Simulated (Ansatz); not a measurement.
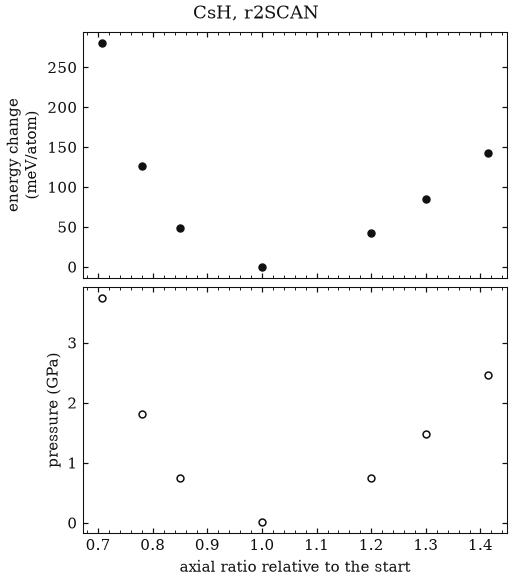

How it was computed, with Ansatz 0.2.0: deformation of a crystal at fixed volume, lengths along the axis scaled against those across it, fractional coordinates fixed, by plane-wave density functional theory with PAW datasets, free energies less that of the undisturbed cell, pressure positive in compression; scalar-relativistic. Level: r2SCAN, no spin polarisation.

wave cutoff 500 eV; k mesh 8×8×8; occupations Gaussian; smearing width 0.05 eV; k shift (0, 0, 0) (mesh steps); start as given; path tetragonal; axis direction (0, 0, 1) (Cartesian unit vector).

The given structure:
```yaml
crystal:
  lattice:
    - [0.00000, 3.18800, 3.18800]
    - [3.18800, 0.00000, 3.18800]
    - [3.18800, 3.18800, 0.00000]
  atoms:
    - { symbol: Cs, position: [0.00000, 0.00000, 0.00000] }
    - { symbol: H, position: [0.50000, 0.50000, 0.50000] }
```

**Figure.** Energy change and pressure against relative axial ratio for CsH, space group Fm-3m (No. 225).

The energy change is 280 meV/atom at relative axial ratio 0.707 and 142 meV/atom at 1.414; the lowest computed point is at relative axial ratio 1.000 (0 meV/atom), and no other minimum shows. The pressure goes from 3.738 GPa at relative axial ratio 0.707 to 2.462 GPa at 1.414, not monotonically, with a low of 0.014 GPa at 1.000.

Note: reference crystal is not relaxed.
